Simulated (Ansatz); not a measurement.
## Single-point calculation, with input and output: ZrN

ZrN (slab, 14 atoms in the cell), computed with DFT r2SCAN, scalar-relativistic, plane waves, PAW, no spin polarisation (Ansatz 0.2.0).

The structure derives from an entry of the Crystallography Open Database. It belongs to a series of runs on one base structure; here: functional: r2scan. Figures and captions count atoms from 1; the log counts them from 0 in places.

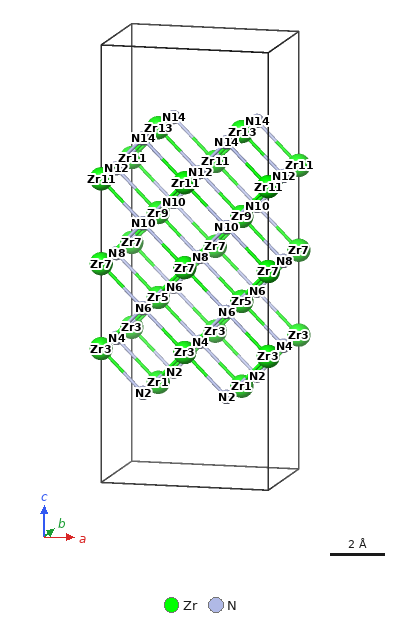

The structure as given in the input (ball-and-stick view of the 2 × 1 repeat of the cell, with the vacuum cut short, seen slightly off an axis; atoms are numbered from 1 in the order of the input). An atom can appear more than once, as a periodic image. Near neighbours in the periodic cell (some may lie outside the picture): Zr has 4 N at 2.30 Å; N has 4 Zr at 2.30 Å; Zr has 6 N at 2.30 Å; N has 6 Zr at 2.30 Å.

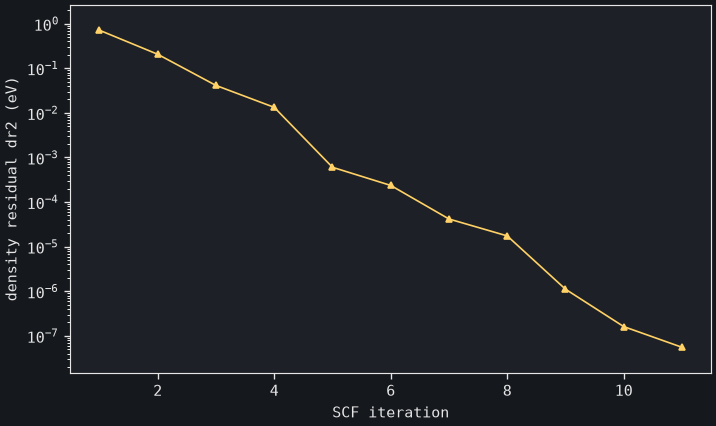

Convergence of the self-consistent field: density residual dr2 against the SCF iteration. The residual falls at every step.

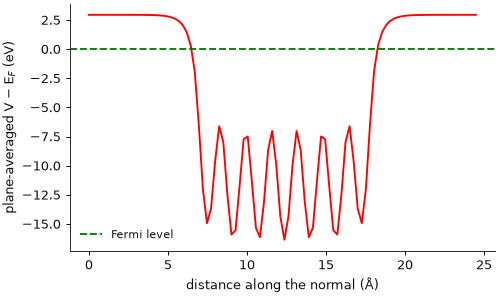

Plane average of the electrostatic potential energy of an electron across the cell, from the Fermi level. The vacuum level lies 2.94 eV above the Fermi level.

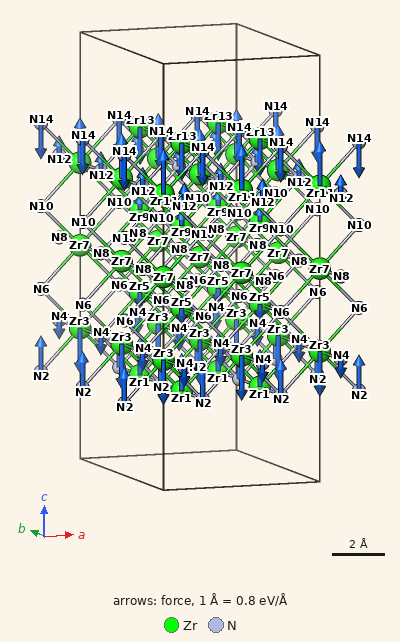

Forces on the atoms as blue arrows (ball-and-stick view of the 2 × 2 repeat of the cell, with the vacuum cut short, seen slightly off an axis; bonded neighbours outside the cell are drawn too; atoms are numbered from 1 in the order of the input); the smallest are left out. The largest act on Zr3, Zr11 (1.43 eV/Å); Zr1, Zr13 (1.20 eV/Å); N2, N14 (1.14 eV/Å); N4, N12 (0.62 eV/Å), among others. The geometry is not a stationary point of this energy.

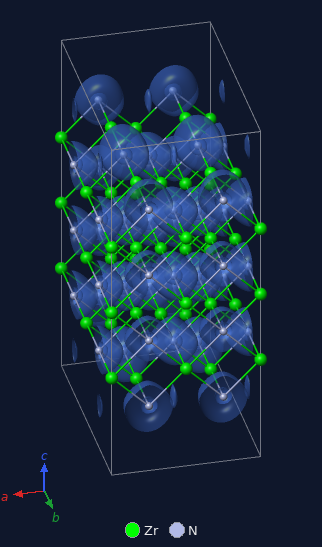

Isosurface of the electron localisation function at 0.6 (blue), seen at an oblique angle. Core shells and regions of very low density are left out. Sticks mark near contacts. Profiles from the grid: Zr–N (2.30 Å): the ELF peaks at about 0.80 in the valence shell of N, 0.7 Å from its nucleus, and drops to about 0.15 between the two atoms; no shared pair; the contact is polar. In a PAW calculation such maps are meaningful between the atoms, not at the nuclei.

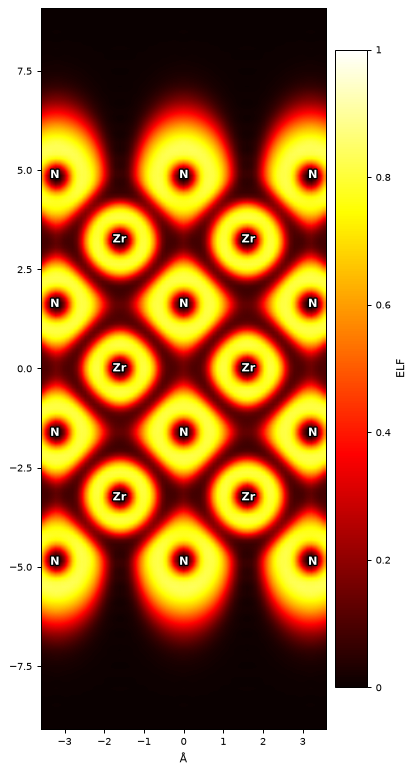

ELF on the (010) plane of the calculation cell, a cut from vacuum to vacuum. The section cuts through N and Zr sites. Zr–N (2.30 Å): the ELF is about 0.20 at the midpoint (no shared pair; the contact is polar). The strong features right at Zr lie inside the PAW spheres (semicore, d or f shells) and say nothing about bonding.

These pictures come from the run below.

## Input file
```yaml
crystal:
  lattice:
    - [3.2489094157, 0.0, 0.0]
    - [0.0, 4.5946517586, 0.0]
    - [0.0, 0.0, 24.7467282471]
  atoms:
    - { symbol: Zr, position: [0.5, 0.5, 0.3030703665] }
    - { symbol: "N", position: [0.5, 0.0, 0.3030703665] }
    - { symbol: Zr, position: [0.0, 0.0, 0.3687135777] }
    - { symbol: "N", position: [0.0, 0.5, 0.3687135777] }
    - { symbol: Zr, position: [0.5, 0.5, 0.4343567888] }
    - { symbol: "N", position: [0.5, 0.0, 0.4343567888] }
    - { symbol: Zr, position: [0.0, 0.0, 0.5] }
    - { symbol: "N", position: [0.0, 0.5, 0.5] }
    - { symbol: Zr, position: [0.5, 0.5, 0.5656432112] }
    - { symbol: "N", position: [0.5, 0.0, 0.5656432112] }
    - { symbol: Zr, position: [0.0, 0.0, 0.6312864223] }
    - { symbol: "N", position: [0.0, 0.5, 0.6312864223] }
    - { symbol: Zr, position: [0.5, 0.5, 0.6969296335] }
    - { symbol: "N", position: [0.5, 0.0, 0.6969296335] }
basis:
  ecutwfc: 500
kpoints:
  mp_grid: { grid: [11, 8, 1] }
hamiltonian:
  xc: r2scan
scf:
  occupations: { method: gaussian, width: 0.1 }
output:
  forces: true
  stress: true
  eigenvalues: true
  write_density: true
  write_potential: true
  elf: true
  volumetric_format: npy
efield:
  axis: 3
  dipole_correction: true
  ramp_width: 0.04
```

Launched with:
```bash
ansatz run input.yaml --threads 1 --pin off --max-ram 2560MiB --backend cpu --events-out ev --progress --plain --runs-dir out
```

## Output
```
Engine: ansatz 0.2.0, x86_64-unknown-linux-gnu
Pseudopotentials: kind: paw
Pseudopotential: Zr, paw, valence charge 12, recommended cutoff 500 eV (meta_gga), Zr.paw.azcp
Pseudopotential: N, paw, valence charge 5, recommended cutoff 500 eV (meta_gga), N.paw.azcp
Functional definition: r2SCAN
  parameter k0 = 0.174
  parameter k1 = 0.065
  parameter a1 = 4.9479
  exchange = r2scan_x(k0 = k0, k1 = k1, a1 = a1)
  correlation = r2scan_c
Crystal: 14 atoms, lattice volume = 369.409 Å³
Basis set: ecut = 500 eV, 9393 PW (Γ), exchange–correlation on 96×144×768 points (64 copies of the dense FFT grid, shifted against one another)
Bands: 74, of which v1, the nominal top of the filled ones, is band 60 counted from 1 (59 counted from 0)
Symmetry: 4 space group operations
k-points: 30 of 88
Non-local potential: Zr, projectors of the file, l = 0: 3, l = 1: 2, l = 2: 2, l = 3: 2
Non-local potential: N, projectors of the file, l = 0: 2, l = 1: 2, l = 2: 1
PAW form: soft (Blöchl's): semilocal exchange-correlation on the pseudo side does not see the compensation charge
PAW frozen core: Zr, regenerated for the run's functional (the file was generated under x = pbe(κ = 0.804, μ = 0.2195149727645171), c = pbe(β = 0.06672455060314922))
PAW frozen core: N, regenerated for the run's functional (the file was generated under x = pbe(κ = 0.804, μ = 0.2195149727645171), c = pbe(β = 0.06672455060314922))
PAW one-centre angular grid: Zr, 590 points (default); XC on 160 Gauss nodes
PAW one-centre angular grid: N, 302 points (default); XC on 160 Gauss nodes
Initial density: superposition of atomic densities (neutral atoms: chi_scale 0, normalization atom), corrected by the library's trained network
Initial wavefunctions: pseudopotential atomic-orbital guess
Functional: x = r2scan, c = r2scan; τ floored in thin density (d = 2e-4 eV/Å³)
SCF iter   1: F=—  HF=-32079.945323 eV  |F-HF|=—  |Δ(HF+E_count)|=         —  Δρ=9.71e-3  dr2=7.13e-1  dr2_τ=7.10e-1  ethr=1.77e-3  p=0.000 e·Å  D=2.00e-13 V/Å  ΔV_dip=-0.00 eV  dr2_dipole=9.73e-7  V_vac-E_F(+/−)=3.18/3.18 eV  ⟨swp⟩=8.7  Hψ=10957  notcnv=0
efield: sawtooth ramp at fractional position 0.9800 (placed from the atoms, in the widest stretch of the axis that holds none; the zero of the levels goes with the place), width 0.0400; the density the first Hamiltonian is built on has a dipole p = 0.000 e·Å; the dipole correction subtracts the counter field D = 2.00e-13 V/Å, which shifts the + side's vacuum level by -0.00 eV against the − side's; the planar-averaged density in the ramp window peaks in size at 4.1e-5 e/Å³
preconditioner: auto → LDOS  [metal: Δε(μ)=0.016 eV  Ē_g=8.862 eV  σ=0.100 eV  W_gap=0.09  n_scr=64 (ndim 8)  ℏωp=15.3 eV  f_vac=0.471  D(μ)=6.53/eV (n_scr^D=32)  β→1.0]
SCF iter   2: F=—  HF=-32080.347118 eV  |F-HF|=—  |Δ(HF+E_count)|=   4.02e-1  Δρ=6.77e-3  dr2=2.06e-1  dr2_τ=4.26e-2  ethr=5.99e-4  p=0.000 e·Å  D=6.82e-6 V/Å  ΔV_dip=-0.00 eV  dr2_dipole=2.80e-7  V_vac-E_F(+/−)=3.04/3.04 eV  ⟨swp⟩=3.4  Hψ=4684  notcnv=0  defer=183
SCF iter   3: F=—  HF=-32080.330545 eV  |F-HF|=—  |Δ(HF+E_count)|=   1.66e-2  Δρ=2.36e-3  dr2=4.12e-2  dr2_τ=3.26e-3  ethr=1.73e-4  p=0.000 e·Å  D=4.02e-6 V/Å  ΔV_dip=-0.00 eV  dr2_dipole=1.51e-7  V_vac-E_F(+/−)=3.03/3.03 eV  ⟨swp⟩=2.0  Hψ=3229  notcnv=0  defer=183
SCF iter   4: F=—  HF=-32080.330309 eV  |F-HF|=—  |Δ(HF+E_count)|=   2.36e-4  Δρ=8.70e-4  dr2=1.33e-2  dr2_τ=3.54e-4  ethr=3.46e-5  p=0.000 e·Å  D=1.22e-6 V/Å  ΔV_dip=-0.00 eV  dr2_dipole=4.67e-10  V_vac-E_F(+/−)=3.01/3.01 eV  ⟨swp⟩=2.1  Hψ=3066  notcnv=0  defer=183
SCF iter   5: F=—  HF=-32080.331091 eV  |F-HF|=—  |Δ(HF+E_count)|=   7.82e-4  Δρ=3.85e-4  dr2=6.02e-4  dr2_τ=4.47e-5  ethr=1.11e-5  p=0.000 e·Å  D=1.48e-7 V/Å  ΔV_dip=-0.00 eV  dr2_dipole=2.43e-9  V_vac-E_F(+/−)=2.98/2.98 eV  ⟨swp⟩=2.1  Hψ=2474  notcnv=0  defer=183
SCF iter   6: F=—  HF=-32080.331628 eV  |F-HF|=—  |Δ(HF+E_count)|=   5.37e-4  Δρ=1.95e-4  dr2=2.36e-4  dr2_τ=9.72e-6  ethr=5.06e-7  p=0.000 e·Å  D=3.68e-7 V/Å  ΔV_dip=-0.00 eV  dr2_dipole=6.44e-11  V_vac-E_F(+/−)=2.97/2.97 eV  ⟨swp⟩=2.7  Hψ=3338  notcnv=0  defer=183
SCF iter   7: F=—  HF=-32080.331842 eV  |F-HF|=—  |Δ(HF+E_count)|=   2.14e-4  Δρ=9.55e-5  dr2=4.17e-5  dr2_τ=4.31e-6  ethr=1.98e-7  p=0.000 e·Å  D=1.43e-7 V/Å  ΔV_dip=-0.00 eV  dr2_dipole=5.73e-11  V_vac-E_F(+/−)=2.95/2.95 eV  ⟨swp⟩=2.2  Hψ=3224  notcnv=0  defer=183
SCF iter   8: F=—  HF=-32080.332276 eV  |F-HF|=—  |Δ(HF+E_count)|=   4.33e-4  Δρ=3.68e-5  dr2=1.74e-5  dr2_τ=1.01e-6  ethr=3.50e-8  p=-0.000 e·Å  D=-1.31e-8 V/Å  ΔV_dip=0.00 eV  dr2_dipole=7.82e-11  V_vac-E_F(+/−)=2.94/2.94 eV  ⟨swp⟩=2.8  Hψ=3631  notcnv=0  defer=183
SCF iter   9: F=—  HF=-32080.332277 eV  |F-HF|=—  |Δ(HF+E_count)|=   1.20e-6  Δρ=1.13e-5  dr2=1.11e-6  dr2_τ=3.77e-8  ethr=1.46e-8  p=-0.000 e·Å  D=-1.55e-8 V/Å  ΔV_dip=0.00 eV  dr2_dipole=9.14e-12  V_vac-E_F(+/−)=2.94/2.94 eV  ⟨swp⟩=2.0  Hψ=2905  notcnv=0  defer=183
SCF iter  10: F=—  HF=-32080.332278 eV  |F-HF|=—  |Δ(HF+E_count)|=   8.37e-7  Δρ=5.06e-6  dr2=1.61e-7  dr2_τ=5.41e-9  ethr=9.36e-10  p=-0.000 e·Å  D=-1.22e-8 V/Å  ΔV_dip=0.00 eV  dr2_dipole=7.13e-14  V_vac-E_F(+/−)=2.94/2.94 eV  ⟨swp⟩=2.7  Hψ=3005  notcnv=0  defer=183
SCF iter  11: F=-32080.332278 eV  HF=-32080.332278 eV  |F-HF|=4.03e-9  |Δ(HF+E_count)|=   1.77e-7  Δρ=2.63e-6  dr2=5.53e-8  dr2_τ=1.62e-9  ethr=8.40e-11  p=-0.000 e·Å  D=-1.25e-8 V/Å  ΔV_dip=0.00 eV  dr2_dipole=1.08e-14  V_vac-E_F(+/−)=2.94/2.94 eV  ⟨swp⟩=24.5  Hψ=19914  notcnv=0
SCF 1 converged in 11 iterations: F = -32080.332278 eV  dr2 = 5.53e-8
  greatest PAW one-centre occupation: 0.990 electrons in one spin orbital (limit 2), on the Zr atom at site 6 (counted from 0), in its partial waves of l = 1
WARN: The output density's exchange-correlation potential varies sharply where the density is thin. Do not read a vacuum level from v_tot or v_xc, or from such a field of the output density. On a cell that repeats whose density bears no net charge and no dipole along the vacuum's axis use v_es (v_loc + v_h of the components); under efield.dipole_correction with no amplitude use v_es + v_field, which holds any external_charges[].barrier, or the levels of the report's work_function block, which leave it out; under a non-zero efield.amplitude the vacuum is tilted and has no level; on a cell that repeats and bears such a dipole with no correction it is tilted too, and efield.dipole_correction with no amplitude gives each side of its ramp a level where efield: is served; in a cell that repeats whose density bears a net charge (total_charge, or a fill off its count) it is curved and has none; of a slab under crystal.periodic whose density bears no net charge use v_es, which has a level on each side, short of where the two are joined; of another it falls or rises all the way out and has none; of a slab beside external_charges read slab_vacuum_level instead, which it has where they leave it neutral. The grid or the basis barely resolves most such structure, and the values can differ between equally converged runs; as a rule a tighter scf.convergence.dr2_threshold does not remove it. Where the density itself ripples (under the LDA too) a higher basis.ecutwfc lessens it. The files hold the spikes' plane waves up to the density's cutoff. Files: v_tot_of_output_density and the like, and their columns of v_z.tsv (output.write_potential); v_xc_of_output_density and the like, and their columns of v_comp_z.tsv (output.write_potential_components). Measured: with its Gaussian average of σ = 0.25 Å subtracted twice, the exchange-correlation potential is over 0.1 eV at 12352 of the grid points where the equally averaged density (valence and model cores) is under 1e-3 e/Å³, and 2.39 eV at the most among them, at an averaged density of 4.5e-7 e/Å³. The input density's (outcome.potential() and, of a run that writes arrays, v_tot and v_xc) is over 0.1 eV, so measured, at 4208 points of its own thin density, 3.77 eV at the most. See output.write_potential in the manual, Limitations
SCF converged after 11 iterations
Free energy (F): -32080.332278 eV
Harris-Foulkes:  -32080.332278 eV  (|F-HF|=4.03e-9)
Internal energy: -32080.301593 eV  (E = F + TS)
E sigma→0 (E₀):  -32080.316935 eV
Entropy (-TS):   -0.030685 eV (-2.192 meV/atom)
Fermi energy:    6.505563 eV
Dipole field:    D = 0.000000 V/Å  (p = 0.000000 e·Å, saw-weighted, corrected)
Work function:   Φ+ = 2.9410 eV   Φ− = 2.9410 eV
Levels:          The Fermi level and band energies are counted from a zero that moves with the ramp; work functions are not
--- Per-component energies (eV) ---
  E_band       = -1587.574455
  E_kinetic    = 3247.986577
  E_local      = -108438.792536  (includes V_loc(G=0)·N_el)
  E_nonlocal   = 857.254591
  E_hartree    = 52698.673049
  E_xc         = -1515.231603
  E_vxc        = -2079.323901  (∫ρ·V_xc dr)
  E_paw        = -21691.272977  (= ΣΔE_a)
  E_vpaw       = -693.176931  (= ΣTr[D̂ρ^β])
  E_aug_tail   = 0.000179  (compensation charges beyond the density's cutoff)
  E_vtau       = 121.100053  (kinetic-family band-sum trace: ∫τ·v_τ [+ j·A + Jᵃ·Aᵃ] dr)
  E_efield     = 0.000000  (sawtooth field / dipole correction)
  E_vefield    = 0.000000  (∫n·V_field dr)
  E_ewald      = 42762.441271
  E_core_change = -1.360144  (= ΣΔE_core)
  E_smearing   = -0.030685  (= −TS)
  E_closure    = -0.000000  (closes the sum)
  Σ components = -32080.332278   (vs F -32080.332278, Δ=0.00e0)
--- Forces (eV/Å), atoms counted from 1 ---
  atom   1  Zr     0.00000000     0.00000000     1.20204732
  atom   2  N      0.00000000     0.00000000     1.14059169
  atom   3  Zr     0.00000000     0.00000000    -1.43298970
  atom   4  N      0.00000000     0.00000000    -0.61918071
  atom   5  Zr     0.00000000     0.00000000    -0.52408397
  atom   6  N      0.00000000     0.00000000     0.04844052
  atom   7  Zr     0.00000000     0.00000000    -0.00000022
  atom   8  N      0.00000000     0.00000000     0.00000005
  atom   9  Zr     0.00000000     0.00000000     0.52408403
  atom  10  N      0.00000000     0.00000000    -0.04844063
  atom  11  Zr     0.00000000     0.00000000     1.43298971
  atom  12  N      0.00000000     0.00000000     0.61918083
  atom  13  Zr     0.00000000     0.00000000    -1.20204728
  atom  14  N      0.00000000     0.00000000    -1.14059182
  max |Σ_I F_I| component: 1.69e-7 eV/Å
--- Stress (GPa, compression-positive) ---
       -1.314761       0.000000       0.000000
        0.000000      -6.826285       0.000000
        0.000000       0.000000      -3.449548
  P = ⅓ Tr σ = -3.8635 GPa (-38.635 kbar)
--- Band table (eV; the first three rows and the last of 30) ---
  k-point 0: bands = ["-45.0284", "-45.0272", "-44.9340", "-44.8724", "-44.7781", "-44.6990", "-44.6974", "-22.7732", "-22.7428", "-22.7070", "-22.5892", "-22.5158", "-22.4946", "-22.4283", "-22.2928", "-22.2911", "-22.1985", "-22.1413", "-22.1213", "-22.0977", "-22.0683", "-22.0166", "-21.9431", "-21.9293", "-21.9011", "-21.8884", "-21.8099", "-21.8059", "-10.6840", "-10.2244", "-10.1443", "-9.6961", "-9.5794", "-8.1875", "-8.1550", "-0.2509", "-0.0276", "0.7228", "0.9296", "1.1050", "1.2588", "1.4014", "1.4459", "1.5805", "1.6453", "2.0649", "2.1402", "2.2057", "2.6343", "2.7353", "2.8268", "3.8109", "3.8768", "4.0116", "4.3269", "4.4027", "4.7059", "5.4451", "6.1449", "6.3467", "6.4418", "6.6404", "6.6845", "6.9190", "6.9505", "7.2816", "7.3250", "7.7619", "7.8974", "7.9415", "8.6475", "8.6522", "8.6525", "8.7277"]
  k-point 1: bands = ["-45.0269", "-45.0260", "-44.9290", "-44.8708", "-44.7821", "-44.7013", "-44.6999", "-22.8248", "-22.7714", "-22.7421", "-22.6095", "-22.5163", "-22.5071", "-22.3840", "-22.2937", "-22.2119", "-22.2055", "-22.1871", "-22.1142", "-22.0649", "-22.0162", "-22.0152", "-21.9913", "-21.9169", "-21.9084", "-21.8915", "-21.8172", "-21.8131", "-10.5844", "-10.1567", "-10.0568", "-9.6223", "-9.4998", "-8.1065", "-8.0736", "-0.3677", "-0.1648", "0.6148", "0.8836", "0.9845", "1.0566", "1.2445", "1.3608", "1.3864", "1.5948", "1.8343", "2.0873", "2.1272", "2.3772", "2.5638", "2.7748", "3.4549", "3.5037", "3.7499", "4.2961", "4.3145", "4.5857", "5.4456", "6.0751", "6.4852", "6.6548", "6.6713", "6.7654", "7.0822", "7.2021", "7.2214", "7.4954", "7.8243", "7.9822", "8.0221", "8.6581", "8.7515", "8.8445", "8.9943"]
  k-point 2: bands = ["-45.0236", "-45.0231", "-44.9149", "-44.8669", "-44.7939", "-44.7065", "-44.7063", "-22.9236", "-22.8544", "-22.7322", "-22.7297", "-22.4782", "-22.4665", "-22.4462", "-22.2410", "-22.1656", "-22.1551", "-22.1516", "-22.0955", "-22.0561", "-22.0148", "-22.0123", "-21.9886", "-21.9313", "-21.9221", "-21.8811", "-21.8345", "-21.8322", "-10.3300", "-9.9907", "-9.8350", "-9.4361", "-9.2976", "-7.9011", "-7.8667", "-0.6728", "-0.5202", "0.2881", "0.4320", "0.7772", "0.7814", "0.9450", "1.0086", "1.0119", "1.4768", "1.4801", "1.5132", "1.8849", "1.9638", "2.4150", "2.5811", "2.6693", "2.8007", "3.5740", "4.1312", "4.2690", "4.3641", "5.4732", "5.8856", "6.5942", "6.6840", "7.1382", "7.3123", "7.4040", "7.6409", "7.6593", "7.8483", "8.0583", "8.4344", "8.5484", "8.7363", "8.7491", "9.2059", "9.2540"]
  k-point 29: bands = ["-44.9746", "-44.9745", "-44.8375", "-44.8145", "-44.7740", "-44.6702", "-44.6675", "-22.9989", "-22.9485", "-22.8397", "-22.7366", "-22.6751", "-22.6040", "-22.5675", "-22.5549", "-22.5358", "-22.3892", "-22.3405", "-22.2615", "-22.1749", "-22.1565", "-22.1137", "-22.0352", "-22.0196", "-22.0028", "-21.9713", "-21.9623", "-21.9146", "-9.6956", "-9.5730", "-9.3670", "-9.0715", "-8.9632", "-7.3821", "-7.3658", "-1.1913", "-1.1120", "-0.3886", "-0.2932", "0.3870", "0.4681", "0.5970", "0.6311", "0.7312", "0.7912", "0.7972", "1.0355", "1.1027", "1.2027", "1.2524", "1.9304", "1.9937", "2.3996", "2.4098", "3.1328", "3.1378", "6.8776", "6.9040", "7.7830", "7.8684", "7.8849", "7.9132", "8.3445", "8.5418", "8.6075", "8.6117", "8.8650", "8.9901", "9.0623", "9.1547", "9.4079", "9.4207", "9.5265", "9.6226"]
```

## Results in brief

```csv
quantity,value
outcome,converged
electrons treated,119
free energy,−32080.3323 eV
"work function, top face",2.94 eV
"work function, bottom face",2.94 eV
Fermi energy,6.506 eV
gap on the k-point mesh,none (metallic)
work function (upper face),2.94 eV
largest force (length of the vector),1.433 eV/Å
hardware,"1 thread of Oxide Virtual Turin-like (Zen 5), 32 GiB of memory available, shared host"
wall time,88 s
peak memory,1.5 GiB
```

The program warns: the exchange-correlation potential is rough where the density is thin. The cell holds an odd number of electrons but the run has no spin polarisation, so a band is left half filled.
